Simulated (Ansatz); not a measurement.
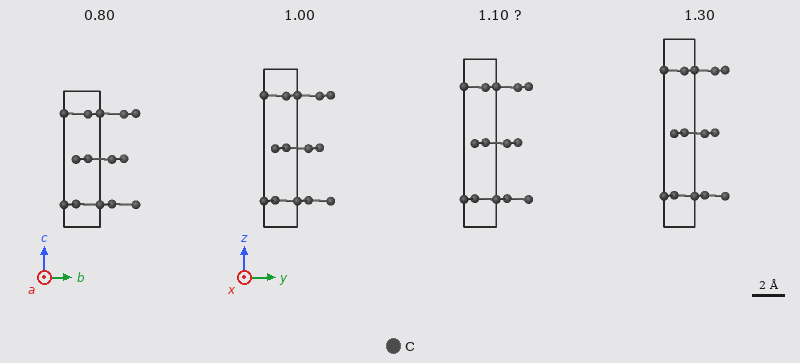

Solid C (R-3m): the ratio of the cell's length along z to its lengths across, counted as 1 for the reference, is changed at fixed volume (a c/a path), with the atoms kept at their fractional coordinates. x, y and z are the Cartesian axes of the input. A ball-and-stick model of the conventional cell (3 times the calculation's cell), repeated 2 × 2 × 1 with one cell outlined, seen along the a axis. Lengths and directions refer to the drawn axes.

Theory: Ansatz, DFT LDA, scalar-relativistic, plane waves, PAW. Settings: plane-wave cutoff 420 eV; k-point mesh 12 × 12 × 12; occupations gaussian; smearing width 0.05 eV; no spin polarisation. Energies (free energies at the smearing named) are counted from the cell as listed in its source, which wasn't relaxed.

| axial ratio over its reference value | E − E(ref) (meV/atom) |
| --- | --- |
| 0.80 | 409 |
| 0.85 | 229 |
| 0.92 | 69 |
| 0.96 | 20 |
| 1.00 | 0 |
| 1.05 | 11 |
| 1.10 | ? |
| 1.20 | 253 |
| 1.30 | 564 |

> Fill in the missing row.

A straight line between the two neighbours gives 92 meV/atom. A cubic through the four nearest rows (1.00, 1.05, 1.20, 1.30) gives, with Lagrange weights, (−0.3333)(0) + (1.0667)(11) + (0.3333)(253) + (−0.0667)(564) = 58 meV/atom. The calculation gives 59 meV/atom, so the cubic is 1 meV/atom too low and the straight line 33 meV/atom too high, as the curve bends upwards here.

The whole profile:

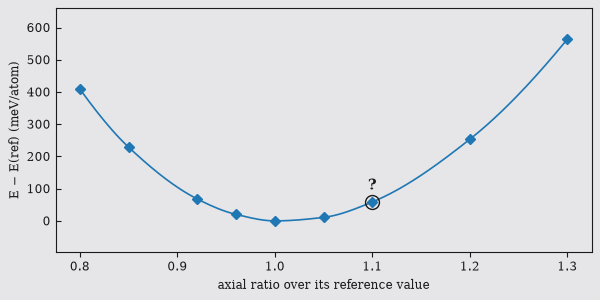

Limits of the set-up: layers or molecules are held without a dispersion correction, so their spacing is unreliable.
